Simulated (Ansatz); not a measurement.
C$_{32}$N: geometry relaxation (part 5 of 5)

The same run, continued: C$_{32}$N (defect cell, 33 atoms in the cell); DFT PBE+D3(BJ), scalar-relativistic, plane waves, PAW, spin-polarised (Ansatz 0.2.0); cutoff 420 eV, 2×2×2 k-mesh, Gaussian smearing of 0.02 eV, collinear spins. The structure derives from a Materials Project entry. It belongs to a series of runs on one base structure; here: N interstitial, charge +0, atoms relaxed.

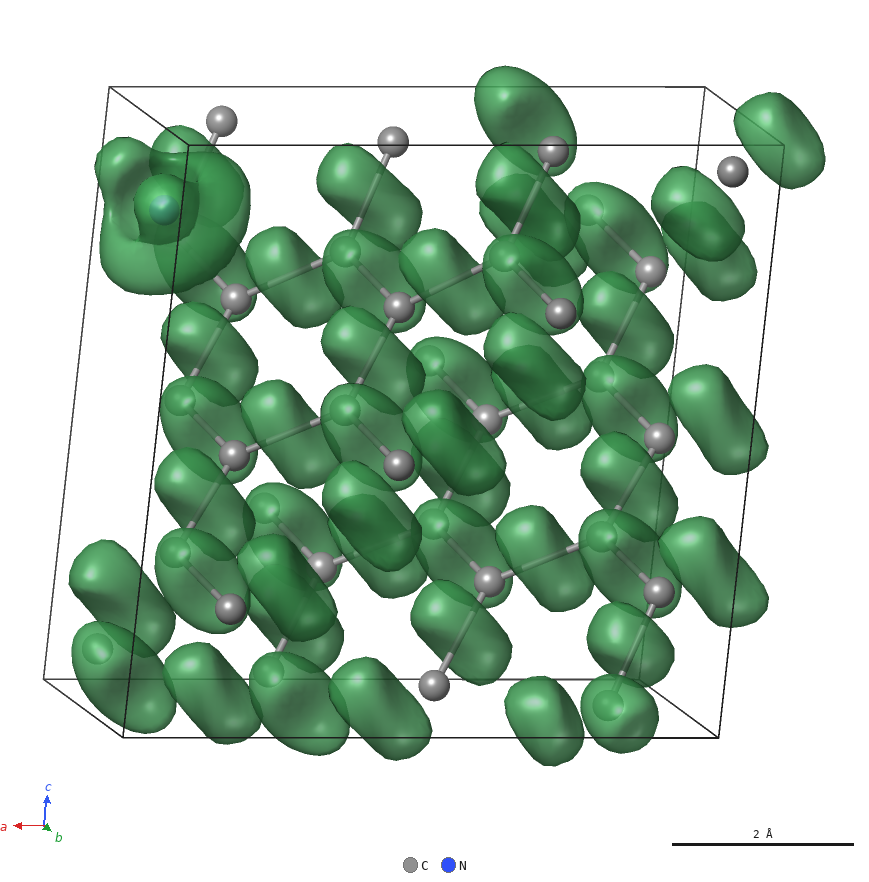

*Isosurface of the ELF at 0.75 (green), seen at an oblique angle. Only the valence region is drawn (cores and ρ < 0.01 e/Å³ removed). Sticks mark near contacts. The outline is the calculation cell.*

Along the contacts the grid gives the following. C–C (1.40 Å): the ELF peaks at about 0.95 between the atoms, which marks localised, shared-pair bonding.
